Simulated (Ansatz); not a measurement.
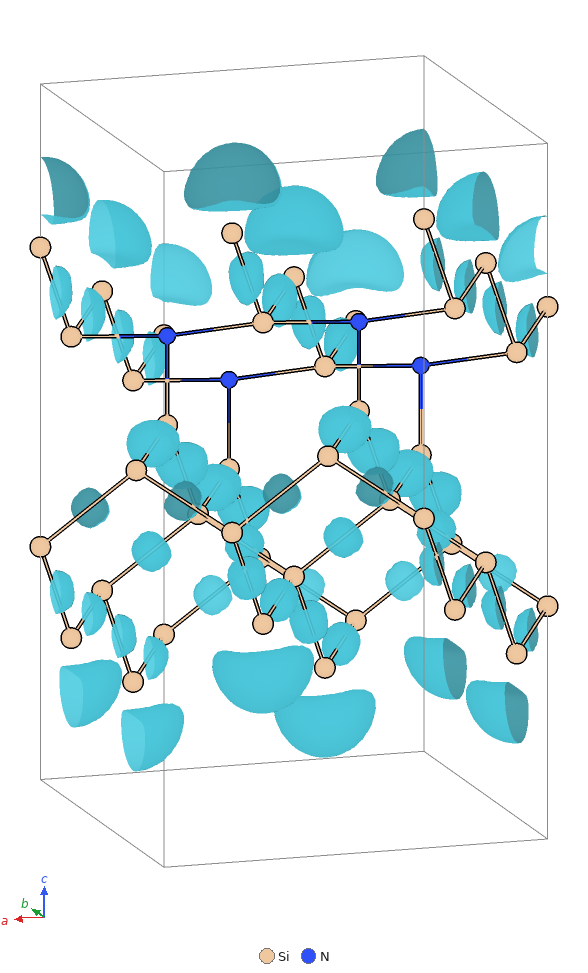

Si₆N (slab). Isosurface of the ELF at 0.9 (cyan), seen at an oblique angle. Core shells and regions of very low density are left out. Sticks mark near contacts.

The program warned that a starting moment wasn't kept; spin-polarised, but the moments vanished.

Theory: DFT PBEsol, scalar-relativistic, plane waves, PAW in Ansatz.

Core electrons are frozen (PAW), and the valence fields are smoothed inside the atomic spheres.

Q: Where are the electrons localised?

A: The ELF exceeds this value in eight regions between bonded Si–Si atoms and two lobes on Si, pointing away from the bonds (lone pairs), counted in one cell of 7 atoms. Counts are for one cell; the picture repeats the cell along the surface. Along the contacts the grid gives the following. Si–N (1.75 Å): the ELF peaks at about 0.85 between the atoms. Si–Si (2.33 Å): the ELF peaks at about 0.95 between the atoms.

Q: Does the calculation give a band gap?

A: It is metallic or semimetallic at this level of theory: no gap opens.
